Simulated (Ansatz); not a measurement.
**Run report: SnO, band-structure calculation (part 2 of 2)**

SnO (slab, 4 atoms in the cell); DFT PBE+D3(BJ), scalar-relativistic, plane waves, PAW, no spin polarisation (Ansatz 0.2.0); cutoff 420 eV, 6×6×1 k-mesh, Gaussian smearing of 0.02 eV. The structure derives from an entry of the Crystallography Open Database. It belongs to a series of runs on one base structure; here: field of +0.35 V/A along the normal, atoms held.

Geometry of the input (Å; fractional positions):
```
3.8207  0.0000  0.0000
-0.0000  3.8207  0.0000
0.0000  0.0000  30.6344
Sn 0.9999  0.9999  0.4614
O  0.9999  0.4999  0.5000
O  0.4999  0.9999  0.5000
Sn 0.4998  0.4998  0.5386
```

## Output, continued
```
--- Per-component energies (eV) ---
  E_band       = -742.227890
  E_kinetic    = 722.263920
  E_local      = -66105.400244  (includes V_loc(G=0)·N_el)
  E_nonlocal   = 31.719613
  E_hartree    = 32884.266772
  E_xc         = -912.389522
  E_vxc        = -379.571554  (∫ρ·V_xc dr)
  E_paw        = -8587.536736  (= ΣΔE_a)
  E_vpaw       = -779.734593  (= ΣTr[D̂ρ^β])
  E_aug_tail   = 0.004806  (compensation charges beyond the density's cutoff)
  E_efield     = -0.048321  (sawtooth field / dipole correction)
  E_vefield    = -0.048323  (∫n·V_field dr)
  E_ewald      = 28783.832582
  E_disp       = -0.548262  (pairwise vdW)
  E_smearing   = -0.000000  (= −TS)
  E_closure    = 0.000000  (closes the sum)
  Σ components = -13183.835391   (vs F -13183.835391, Δ=0.00e0)
--- Forces (eV/Å), atoms counted from 1 ---
  atom   1  Sn     0.00000000     0.00000000     0.14386728
  atom   2  O      0.00000000     0.00000000    -0.14918324
  atom   3  O     -0.00000000    -0.00000000    -0.14918324
  atom   4  Sn     0.00000000     0.00000000     0.15440972
  max |Σ_I F_I| component: 8.95e-5 eV/Å
--- 2D stress c σ (N/m, compression-positive) ---
        0.021943       0.000000       0.000000
        0.000000       0.021943       0.000000
        0.000000       0.000000       0.000000
  P = ½ c Tr σ = 0.0219 N/m
--- Band table (eV; the first three rows and the last of 10) ---
  k-point 0: bands = ["-26.0057", "-25.6362", "-25.6296", "-25.6296", "-25.6256", "-25.5986", "-25.4976", "-25.4732", "-25.4732", "-25.4629", "-24.0582", "-21.5621", "-12.3062", "-10.0555", "-10.0555", "-9.1257", "-7.4768", "-7.0687", "-7.0687", "-5.4687", "-2.4491", "-2.1065", "-1.4945", "-0.4242"]
  k-point 1: bands = ["-25.9928", "-25.6739", "-25.6423", "-25.6280", "-25.6039", "-25.5886", "-25.5310", "-25.4992", "-25.4733", "-25.4504", "-23.8415", "-21.6919", "-12.2380", "-10.0405", "-9.8838", "-9.4881", "-7.7518", "-7.3075", "-7.0147", "-5.4349", "-1.9395", "-1.5432", "-1.1684", "-0.7816"]
  k-point 2: bands = ["-25.9575", "-25.7873", "-25.6521", "-25.6273", "-25.5811", "-25.5746", "-25.5614", "-25.5017", "-25.4739", "-25.4392", "-23.3151", "-22.0794", "-11.9888", "-10.4573", "-9.7653", "-9.3985", "-8.2964", "-7.9227", "-6.6642", "-5.4777", "-1.9178", "-1.5413", "-0.7103", "-0.2153"]
  k-point 9: bands = ["-25.9372", "-25.9372", "-25.6688", "-25.6330", "-25.5692", "-25.5216", "-25.4990", "-25.4950", "-25.4950", "-25.4232", "-22.4198", "-22.4198", "-12.8916", "-12.8436", "-9.2571", "-9.2571", "-6.4301", "-6.4183", "-6.1782", "-6.0058", "-2.2990", "-2.2990", "-0.1821", "-0.1821"]
```

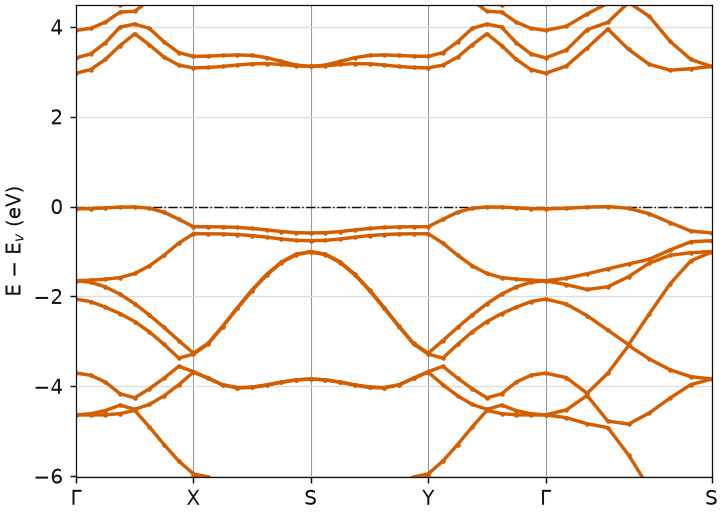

**Figure 1.** Band structure along Γ–X–S–Y–Γ–S, with energies from the valence-band top. There is a gap of 2.97 eV on this path.

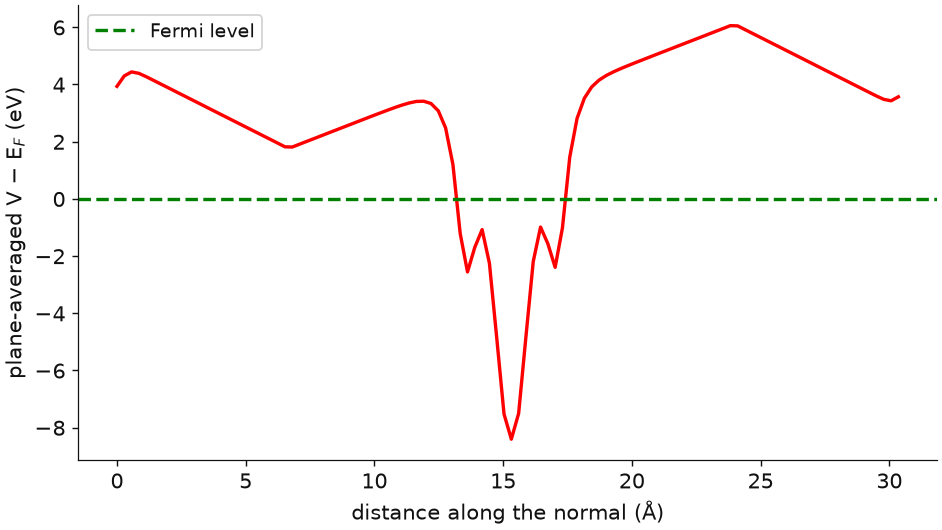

**Figure 2.** Plane average of the electrostatic potential energy of an electron across the cell, from the Fermi level.

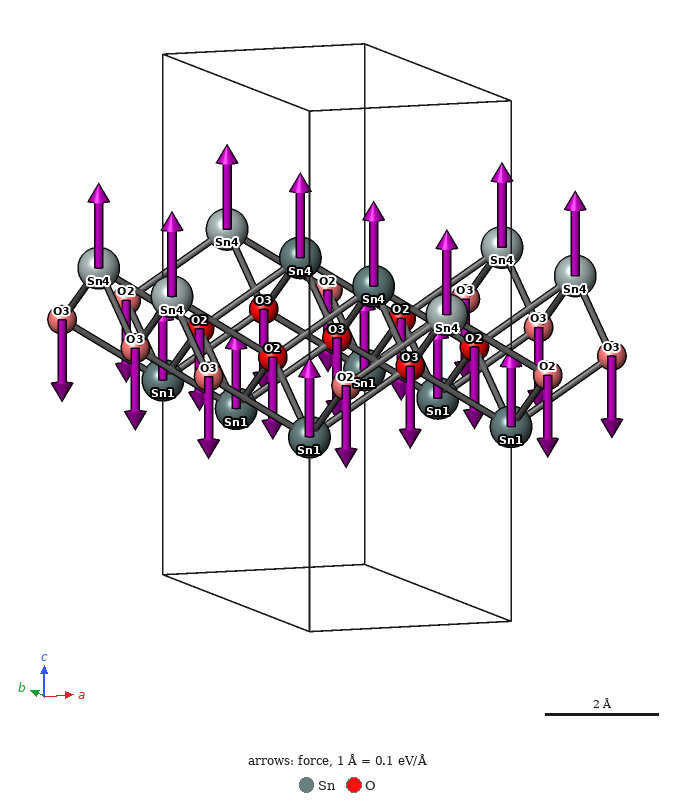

**Figure 3.** Forces on the atoms as pink arrows (ball-and-stick view of the 1 × 2 repeat of the cell, with the vacuum cut short, seen slightly off an axis; neighbours outside the cell are drawn fainter; atoms are numbered from 1 in the order of the input). The largest act on Sn4 (0.15 eV/Å); O2, O3 (0.15 eV/Å); Sn1 (0.14 eV/Å). The geometry is not a stationary point of this energy.

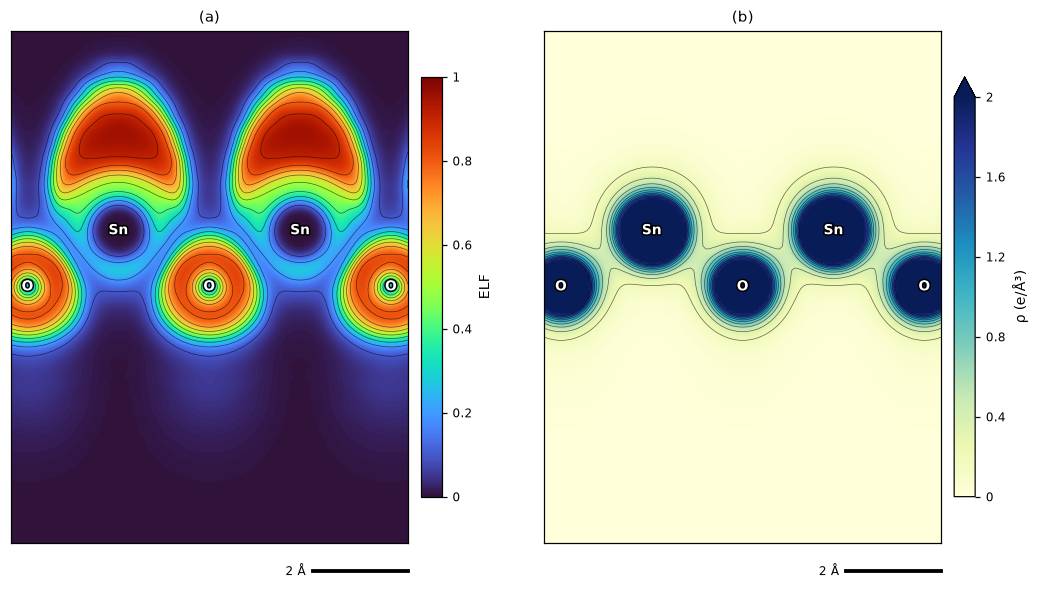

**Figure 4.** (a) electron localisation function; (b) valence electron density on the (100) plane of the calculation cell, a cut from vacuum to vacuum. Sn–O (2.25 Å): the density is about 0.45 e/Å³ at the midpoint; the ELF is about 0.20 at the midpoint. The density dies away to nearly zero in the vacuum. The fields are those of the smooth PAW valence density.

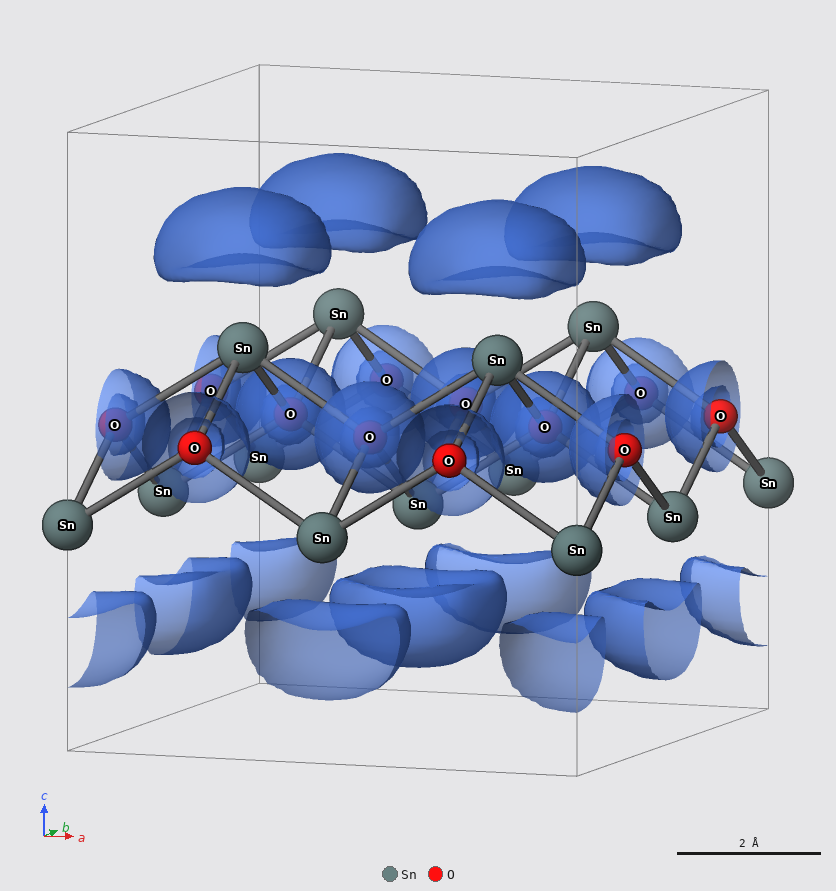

**Figure 5.** Isosurface of the electron localisation function at 0.75 (blue), seen slightly off an axis. Core shells and regions of very low density are left out. Sticks mark near contacts. Values along the shortest contacts: Sn–O (2.25 Å): the ELF is about 0.20 at the midpoint.

## Key numbers

```tsv
quantity	value
outcome	converged
electrons treated	40
free energy	−13183.8354 eV
Fermi energy	−3.934 eV
gap on the k-point mesh	2.97 eV
gap on the band path	2.97 eV
largest force (length of the vector)	0.154 eV/Å
wall time	5.7 s (CPU time 11 s)
peak memory	0.71 GiB
```

Warnings of the run: the structure was made exactly symmetric; the exchange-correlation potential is rough where the density is thin.
